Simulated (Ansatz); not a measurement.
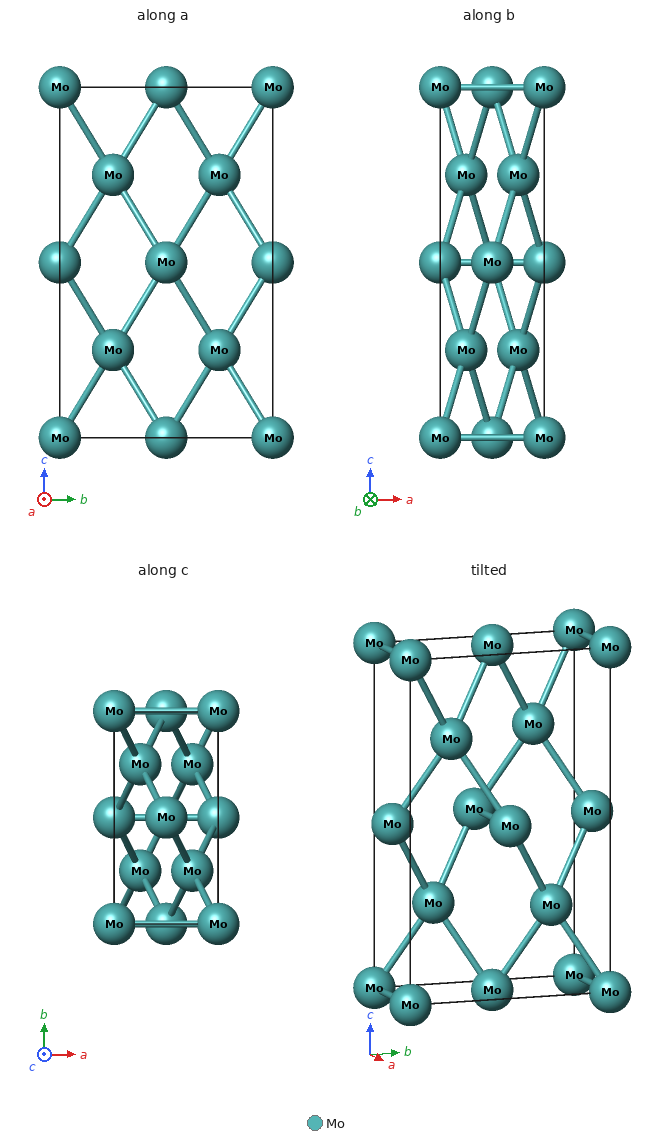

The crystal in a ball-and-stick representation, seen along the a axis, along the b axis, along the c axis and slightly off an axis. The edges of the conventional unit cell are marked.

Lattice parameters: a = 2.5930 Å, b = 5.3017 Å, c = 8.7281 Å, α = 90.000°, β = 90.000°, γ = 90.000°.

### Express the structure as a CIF in P1 with every atom of the cell.

```cif
data_structure
_symmetry_space_group_name_H-M 'P 1'
_symmetry_Int_Tables_number 1
_cell_length_a 2.5930
_cell_length_b 5.3017
_cell_length_c 8.7281
_cell_angle_alpha 90.000
_cell_angle_beta 90.000
_cell_angle_gamma 90.000
_cell_volume 119.99
loop_
_atom_site_label
_atom_site_type_symbol
_atom_site_fract_x
_atom_site_fract_y
_atom_site_fract_z
_atom_site_occupancy
Mo1 Mo 0.2500 0.2500 0.2500 1
Mo2 Mo 0.5000 0.0000 0.5000 1
Mo3 Mo 0.2500 0.7500 0.7500 1
Mo4 Mo 0.5000 0.5000 0.0000 1
Mo5 Mo 0.7500 0.2500 0.7500 1
Mo6 Mo 0.0000 0.0000 0.0000 1
Mo7 Mo 0.7500 0.7500 0.2500 1
Mo8 Mo 0.0000 0.5000 0.5000 1
```

It goes back to a structure type filled with this element by a generator (whether the element takes this form wasn't checked). Earlier steps of the study may have refined or changed the cell and positions. A calculation with Ansatz used it as input.

At this level of theory the cell isn't at rest (compressed, at 23 GPa), so its distances can differ from those at equilibrium, the more so the softer the solid.
